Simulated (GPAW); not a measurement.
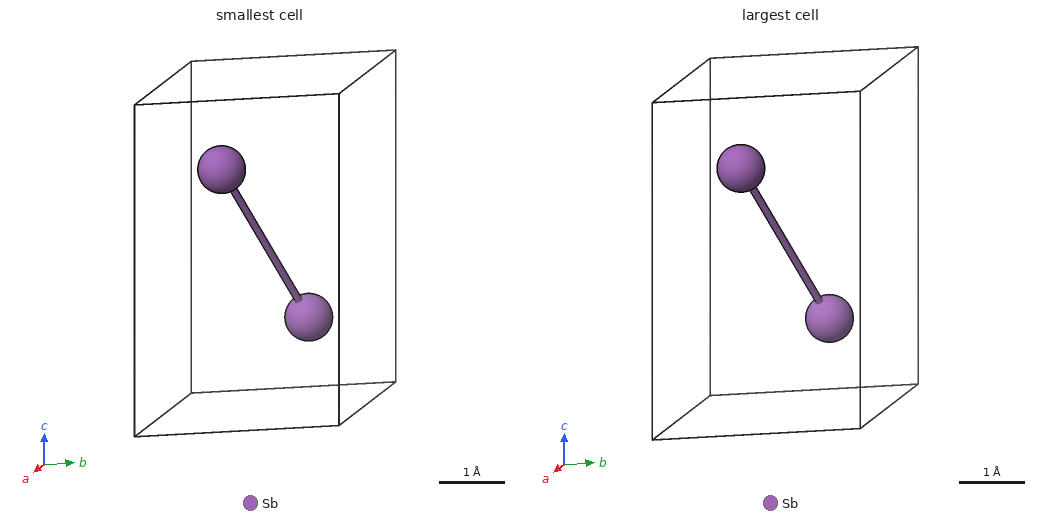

Sb, hexagonal close-packed (Mg type), space group P6₃/mmc (No. 194), relaxed (cell and atoms, zero pressure) with five choices of dispersion term on top of PBEsol; the smallest and the largest of the relaxed conventional cells are drawn to one scale (sticks follow a distance rule). The start was a structure listed in the Materials Project. This isn't the form of Sb at room conditions, which is rhombohedral.

Alike in all runs: GPAW 26.7.0; functional PBEsol; potentials PAW data sets generated in the run's folder for this functional; cutoff 600 eV; k mesh 7 × 7 × 4 on the run's cell of 2 atoms; occupations fermi-dirac, width 0.05 eV; no spin polarisation; no spin-orbit coupling. All runs are metallic.

```tsv
level	volume (Å³/atom)	a (Å)	c (Å)
D3(BJ)	?	?	?
D3	25.44	3.319	5.335
D4	25.26	3.310	5.324
D3(BJ)-ATM	24.89	3.293	5.301
none	26.02	3.343	5.377
```

What does D3(BJ) give?

Volume 24.75 Å³/atom; a 3.287 Å; c 5.290 Å. That is the smallest volume of all.

Order the levels by the relaxed volume, smallest first.

D3(BJ) (24.75 Å³/atom), D3(BJ)-ATM (24.89 Å³/atom), D4 (25.26 Å³/atom), D3 (25.44 Å³/atom), none (26.02 Å³/atom). Rows within a few tenths of a per cent can't be told apart.

Caveat: later steps reuse the first step's grids; pairwise dispersion terms can overbind metals strongly.
